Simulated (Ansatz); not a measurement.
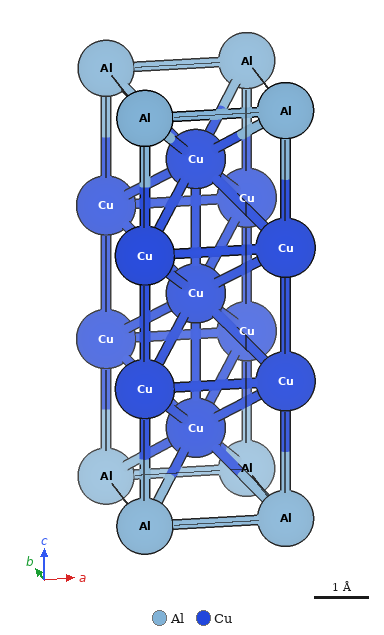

Structure drawing (ball-and-stick), viewed slightly off an axis. The conventional unit cell is outlined; an atom on or near a face, edge or corner is repeated at each equivalent position. Cell: a = 2.67 Å, b = 3.55 Å, c = 7.86 Å, α = 90.00°, β = 90.00°, γ = 90.00°.

The structure comes from a structure type filled with these elements by a generator (whether the compound takes this form wasn't checked). Earlier steps of the study, as a rule a relaxation of our own, may have changed the cell and positions, so they can lie some per cent off the listed ones. It was the input of a calculation with Ansatz.

> What is this?

The solid is AlCu5. It is primitive orthorhombic, space group Pmmm (No. 47). Atoms per cell: 6 (1 Al, 5 Cu). Al bonds to ten Cu and two Al in a cuboctahedral arrangement (about 2.6 Å to Cu, 2.7 Å to Al). Cu takes three kinds of site: 2t with eight Cu and four Al in a cuboctahedral arrangement (about 2.6 to 2.7 Å to Cu, 2.6 Å to Al); 2q with eleven Cu and one Al in a cuboctahedral arrangement (about 2.6 to 2.7 Å to Cu, 2.6 Å to Al); 1h with twelve Cu in a cuboctahedral arrangement at about 2.6 to 2.7 Å. The bonds build a three-dimensional framework.

The numbers come from DFT PBE, scalar-relativistic, plane waves, PAW (Ansatz), using plane-wave cutoff 420 eV, the zone sampled with 14×10×6 points, Gaussian smearing of 0.1 eV, no spin polarisation.

> How large a gap does the method give, if there is one?

A metal: bands cross the Fermi level.

> What are the atomic charges by Bader's partition?

Al +1.22 e; Cu -0.51 to -0.01 e.

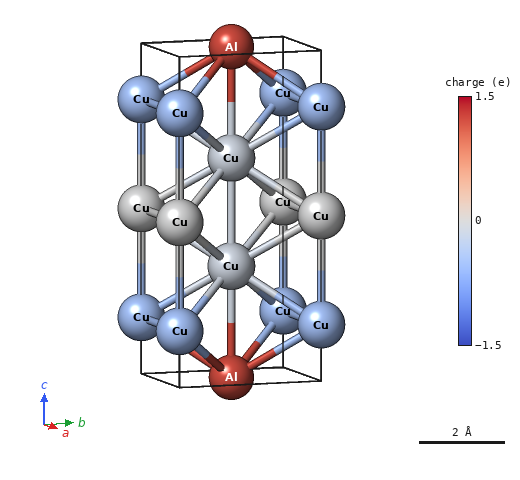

The atoms coloured by those charges. The run's cell of 6 atoms is drawn, so axes and origin can differ from the first picture.

> Can this geometry be taken as optimised?

Yes. All forces vanish to within 0.01 eV/Å. The pressure is 0.0 GPa, close to zero.
